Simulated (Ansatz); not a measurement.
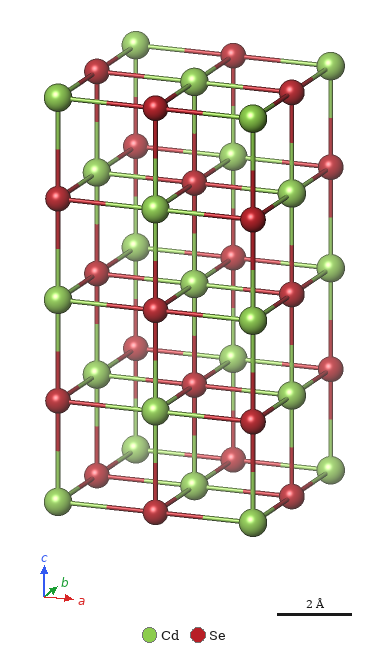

This is a symmetric starting cell of CdSe. A ball-and-stick model of the conventional cell (4 times the calculation's cell), repeated 1 × 1 × 2 with one cell outlined, seen slightly off an axis. Lengths and directions refer to the drawn axes.

The calculation used DFT PBEsol, scalar-relativistic, plane waves, PAW (Ansatz 0.2.0). Set-up: plane-wave cutoff 420 eV; k-point mesh 12 × 12 × 12; occupations gaussian; smearing width 0.1 eV; no spin polarisation.

Change: The cell is strained by −6.3 % along [1 1 1] and +5.7 % across it (volume +4.6 %), the atoms keeping their fractional coordinates. No relaxation follows. The starting cell wasn't computed here and needn't be at equilibrium, so pressure and forces aren't due to the change alone.

What is the effect?

Answer. The pressure is −6.0 GPa (not all of it need come from the change, since the unchanged cell can be under pressure at this level too). The principal stresses (compression positive) are −2.4 GPa along [1 1 1] and −7.8 GPa across it. All forces vanish by symmetry. Near-neighbour distances before and after: Cd–Se 2.874 → 2.927 Å. The space group (tolerance 0.01 Å) goes from Fm-3m (No. 225) to R-3m (No. 166).

Drawn alike, the variant:

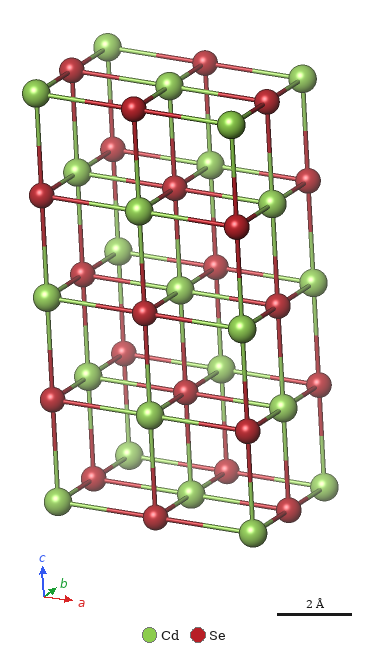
